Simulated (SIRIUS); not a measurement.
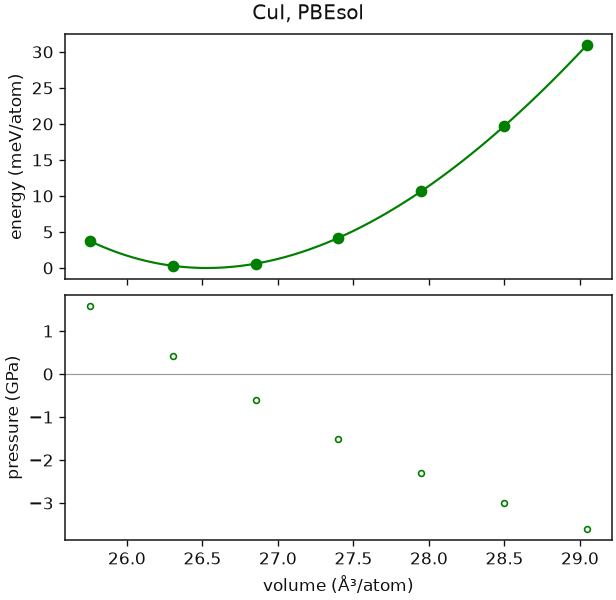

Plotted: energy and pressure against volume for CuI, space group P4/nmm (No. 129).

Cell as given: a = 4.090 Å, b = 4.090 Å, c = 6.551 Å, α = 90.00°, β = 90.00°, γ = 90.00°; 4 atoms.

Calculation (SIRIUS 7.12.0): plane-wave DFT, no spin polarisation; energies at scaled volumes of the given cell, shape and fractions fixed, counted from the fit's minimum, third-order Birch-Murnaghan fit. Level: PBEsol.

k mesh 7×7×4; occupations Fermi–Dirac; smearing width 0.05 eV; potentials dojo sr pbesol 0.4.1 standard; wave cutoff 1254 eV; density cutoff 5016 eV.

### What equilibrium volume and bulk modulus follow from the curve?

A third-order Birch–Murnaghan fit gives V0 = 26.53 Å³/atom, B0 = 50 GPa and B′ = 5.1.

### What does the pressure do across the range?

It falls from 1.58 GPa at volume 25.76 Å³/atom to −3.60 GPa at 29.05 Å³/atom, and changes sign near 26.53 Å³/atom.

Caveats: shape and atomic fractions are frozen while scaling, which makes layered, chain and framework solids too stiff.
